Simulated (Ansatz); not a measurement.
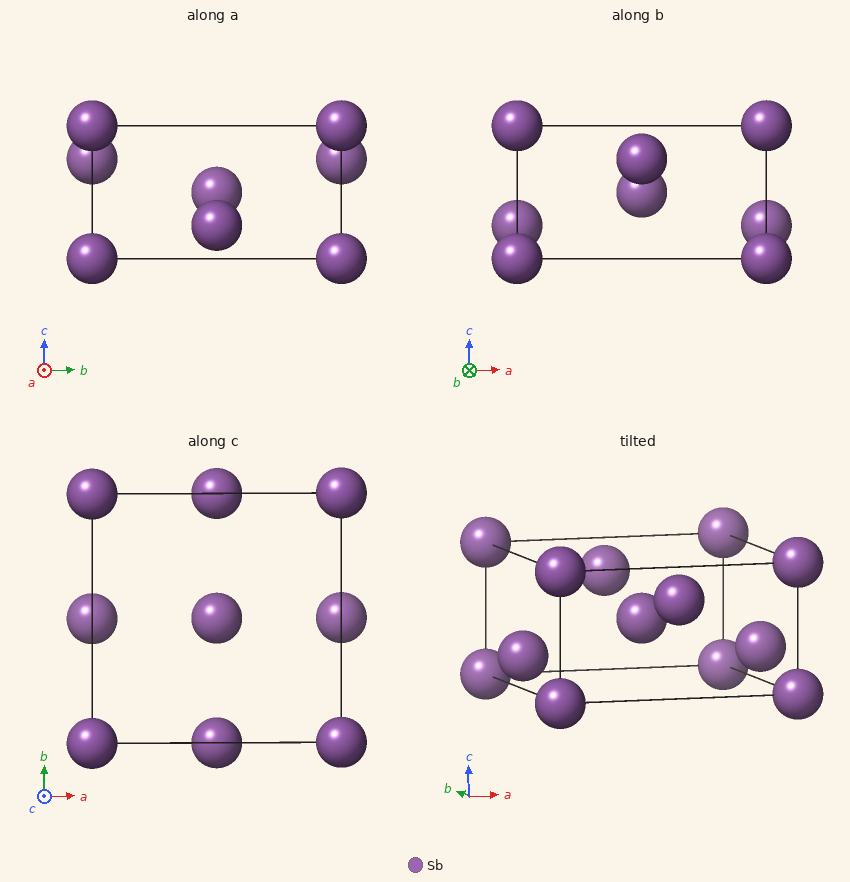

The crystal in a spheres-only representation, seen along the a axis, along the b axis, along the c axis and slightly off an axis. The parallelepiped is the drawn cell (a repeat of the simulation cell).

Lattice parameters: a = 6.387 Å, b = 6.387 Å, c = 3.404 Å, α = 89.99°, β = 89.99°, γ = 89.74°. Put a along x and b in the xy plane.

**Give the structure in the form of a POSCAR file.**

```
Sb
1.0
     6.387    0.000    0.000
     0.029    6.387    0.000
     0.001    0.001    3.404
Sb
4
Direct
  0.0000 0.0000 0.0000
  0.5000 0.0000 0.7500
  0.5000 0.5000 0.5000
  0.0000 0.5000 0.2500
```

The cell started as a structure type filled with this element by a generator (whether the element takes this form wasn't checked). Earlier steps of the study may have refined or changed the cell and positions. It was run through Ansatz as a DFT input.
